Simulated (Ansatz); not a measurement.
# Al (slab): what the fields show

Input file:

```
crystal:
  lattice:
    - [3.0029763831, 0.0, 0.0]
    - [-1.5014881916, 2.6006538347, 0.0]
    - [0.0, 0.0, 28.4938203886]
  atoms:
    - { symbol: Al, position: [-0.2240272377, 0.2240272377, 0.5636639291] }
    - { symbol: Al, position: [0.4423485111, 0.5576514889, 0.6422738998] }
    - { symbol: Al, position: [0.1088685578, 0.8911314422, 0.7213896171] }
basis:
  ecutwfc: 420
kpoints:
  mp_grid: { grid: [12, 12, 1] }
hamiltonian:
  xc: pbe
scf:
  occupations: { method: gaussian, width: 0.1 }
output:
  forces: true
  stress: true
  eigenvalues: true
  write_density: true
  write_potential: true
  elf: true
  volumetric_format: npy
efield:
  axis: 3
  dipole_correction: true
  ramp_width: 0.04
```

Run with:

```sh
ansatz run input.yaml --threads 4 --pin off --max-ram 10240MiB --backend cpu --events-out ev --progress --plain --runs-dir out
```

Computed without spin polarisation.

All numbers below come from DFT PBE, scalar-relativistic, plane waves, PAW in Ansatz 0.2.0.

Core electrons are frozen (PAW), and the valence fields are smoothed inside the atomic spheres.

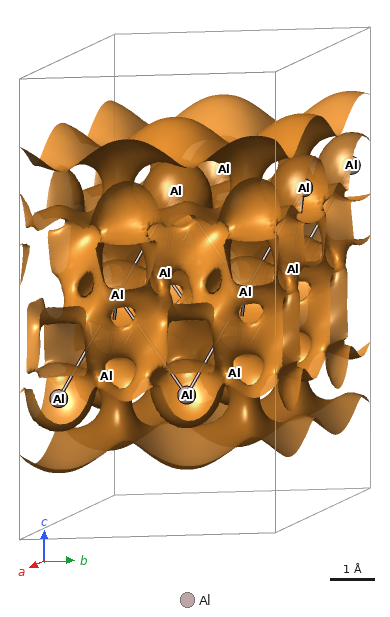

Figure 1. Isosurface of the electron localisation function at 0.55 (orange), seen slightly off an axis. Core shells and regions of very low density are left out. Sticks mark near contacts.

> Where are the electrons localised?

At this value the surface marks out sheets that run through the cell in two directions, counted in one cell of 3 atoms. Counts are for one cell; the picture repeats the cell along the surface. There are no localised bonds or lone pairs at this value.


Al–Al (2.83 Å): the ELF peaks at about 0.70 between the atoms.

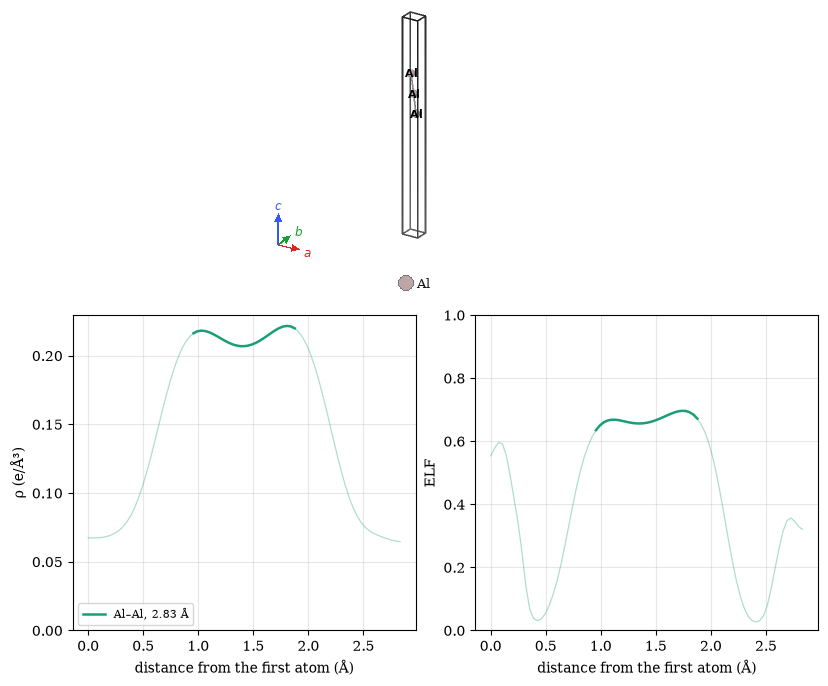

Figure 2. Valence charge density (pseudo) and ELF along straight lines between neighbouring atoms. Thin, pale parts lie inside the atomic spheres. The structure is drawn too.

> What can be read from the curves?

Al–Al (2.83 Å): the density is about 0.21 e/Å³ at the midpoint; the ELF peaks at about 0.70 between the atoms.

> Metal or insulator at this level of theory?

It is gapless in this calculation (a metal or semimetal).
